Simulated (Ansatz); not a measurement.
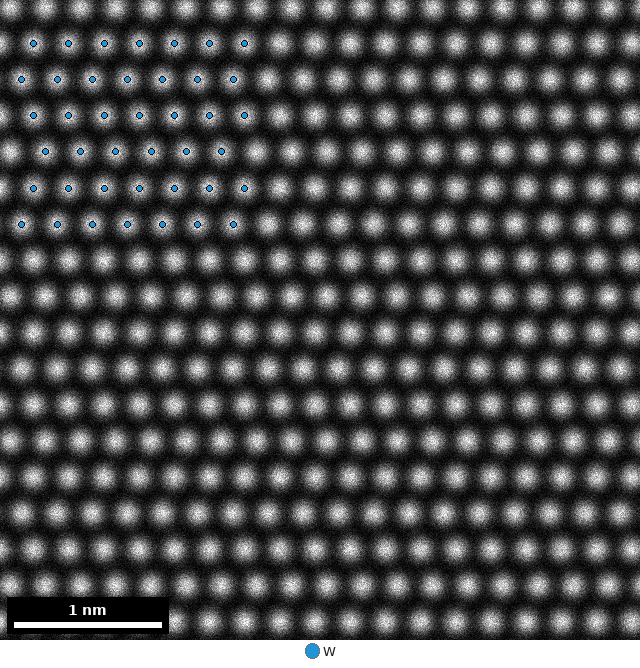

HAADF-like image of W (P6_3/mmc, No. 194) along [100]. The image is simulated as a sum over atoms of Z^1.7, blurred by a 1.30 Å probe (no channelling). Shot noise was added. Model: coordinates from a relaxation with DFT, r2SCAN, plane waves (500 eV) with PAW, scalar-relativistic (Ansatz 0.2.0); the starting structure was generated, so it need not be a known form of this composition.

Coloured dots in one corner mark the columns of the model.

What can be read from this image?

Answer. The columns repeat on a rectangular net of 2.39 × 9.83 Å (plane group p2mg). All columns are alike (W). The shortest distance between visible columns is 2.39 Å in projection. Along the beam the structure repeats every 2.76 Å.
